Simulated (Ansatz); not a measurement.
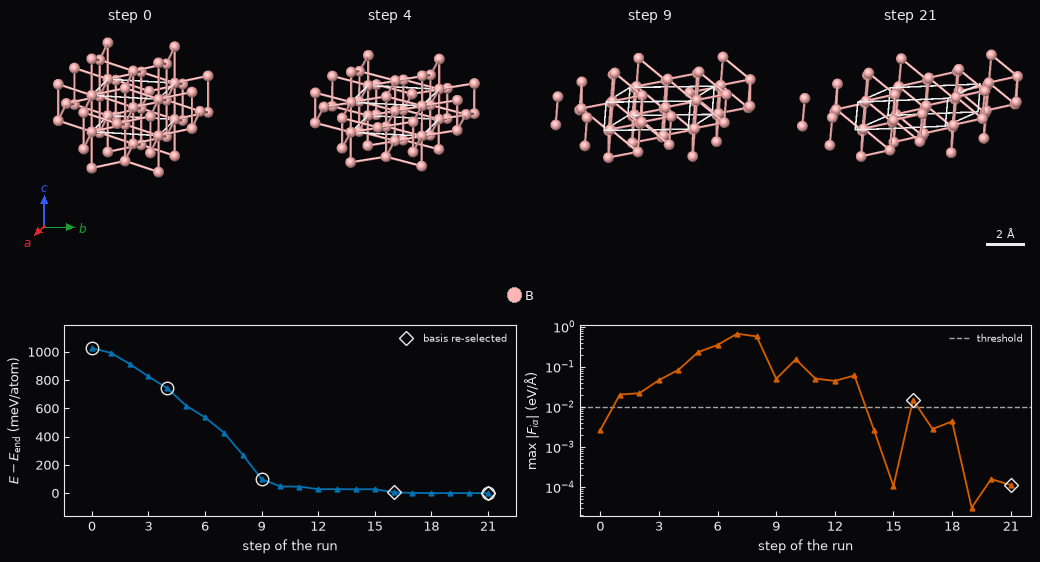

Frames of a relaxation of crystalline B (a generated structure, set up in I4_1/amd), marked on the history of the run. Style: ball-and-stick. Shown: the conventional cell (2 times the calculation's cell), slightly off an axis. Lengths and directions refer to the drawn axes.

Phase: beta-Sn type.

Method: DFT, r2SCAN, plane waves (500 eV) with PAW, scalar-relativistic (Ansatz 0.2.0).

Input file:
```yaml
crystal:
  lattice:
    - [-1.8471104345, 1.8471104345, 1.0085222972]
    - [1.8471104345, -1.8471104345, 1.0085222972]
    - [1.8471104345, 1.8471104345, -1.0085222972]
  atoms:
    - { symbol: B, position: [0.0, 0.0, 0.0] }
    - { symbol: B, position: [0.75, 0.25, 0.5] }
hamiltonian:
  xc: r2scan
  pseudopotentials:
    kind: paw
    azcp:
      B: "pseudopotentials/B.paw.azcp"
basis:
  ecutwfc: 500
  fft_grid_basis: typed
kpoints:
  mp_grid: { grid: [17, 17, 12], shift: [0, 0, 0] }
magnetization:
  spin_polarized: false
scf:
  occupations: { method: fermi_dirac, width: 0.1 }
relax:
  max_steps: 60
  f_tol: 0.01
  cell: {}
```

Command:
```bash
ansatz run input.yaml --threads 1 --pin off --max-ram 3584MiB --backend cpu --events-out ev --progress --plain --runs-dir out
```

What happens along the run?

After 19 accepted moves (21 points after the start) the energy has fallen by 1026 meV per atom. The largest force component goes from 0.0027 to 0.00011 eV/Å. The pressure goes from −4.03 to 0.01 GPa. The SCF was repeated twice at an unchanged geometry on a basis and grid sized afresh for the cell, which shifted the energy by 21.1 meV per atom at most. The largest moves relative to the cell, 0.53 Å, are those of B1 and B2. B1 goes along [−1 1 0]. The drawn cell changes as follows: a = b 3.694 → 4.879 Å (+32.1 %), c 2.017 → 1.617 Å (−19.8 %), α 90.0° → 80.5°, β 90.0° → 80.5°, γ 90.0° → 104.7°; the volume changes by +30.1 %. Some distances before and after: B1–B2 1.915 → 3.326 Å, B1–B2 (another image) 2.388 → 1.858 Å, B1–B1 2.017 → 1.617 Å, B1–B2 (another image) 1.915 → 1.858 Å. Bond angles that change, for instance: B2–B1–B2 94.0° → 124.7°, B1–B1–B2 105.3° → 115.8°, B1–B1–B2 74.7° → 64.2°. The space group (tolerance 0.01 Å) goes from I4_1/amd (No. 141) to Cmcm (No. 63). Cost: 6.3 min on 1 thread of Intel(R) Xeon(R) Platinum 8259CL CPU @ 2.50GHz (Skylake/Cascade Lake), on a shared host, peak memory 0.75 GiB. From step 0 to 4: volume −6.4 %, energy −284 meV per atom. From step 4 to 9: B atoms move most (0.41 Å), volume +30.6 %, energy −643 meV per atom. From step 9 to 21: B atoms move most (0.06 Å), volume +6.4 %, energy −99.3 meV per atom.

| step | E − E(0), meV/atom | largest force component, eV/Å | pressure, GPa | volume, Å³/atom | note |
| --- | --- | --- | --- | --- | --- |
| 0 | 0.00 | 0.0027 | -4.03 | 6.882 |  |
| 1 | -32.64 | 0.0204 | -3.65 | 6.799 |  |
| 2 | -110.95 | 0.0221 | -0.95 | 6.636 |  |
| 3 | -200.09 | 0.0467 | 4.09 | 6.490 |  |
| 4 | -284.00 | 0.0843 | 9.76 | 6.442 |  |
| 5 | -407.36 | 0.2321 | 18.49 | 6.672 |  |
| 6 | -489.62 | 0.3516 | 10.28 | 7.238 |  |
| 7 | -597.19 | 0.6697 | 1.79 | 7.794 |  |
| 8 | -754.42 | 0.5730 | 2.46 | 8.092 |  |
| 9 | -926.79 | 0.0503 | -7.73 | 8.416 |  |
| 10 | -978.53 | 0.1540 | 3.28 | 8.092 |  |
| 11 | -979.78 | 0.0510 | 0.18 | 8.055 |  |
| 12 | -998.14 | 0.0446 | 0.77 | 8.332 |  |
| 13 | -998.24 | 0.0610 | 0.14 | 8.404 |  |
| 14 | -998.52 | 0.0027 | 0.05 | 8.400 |  |
| 15 | -998.52 | 0.0001 | -0.01 | 8.405 |  |
| 16 | -1019.62 | 0.0150 | 1.77 | 8.405 | same geometry, new basis |
| 17 | -1024.91 | 0.0028 | 0.58 | 8.723 |  |
| 18 | -1025.86 | 0.0044 | 0.19 | 8.884 |  |
| 19 | -1025.94 | 0.0000 | 0.03 | 8.941 |  |
| 20 | -1025.94 | 0.0002 | 0.00 | 8.956 |  |
| 21 | -1026.05 | 0.0001 | 0.01 | 8.956 | same geometry, new basis |
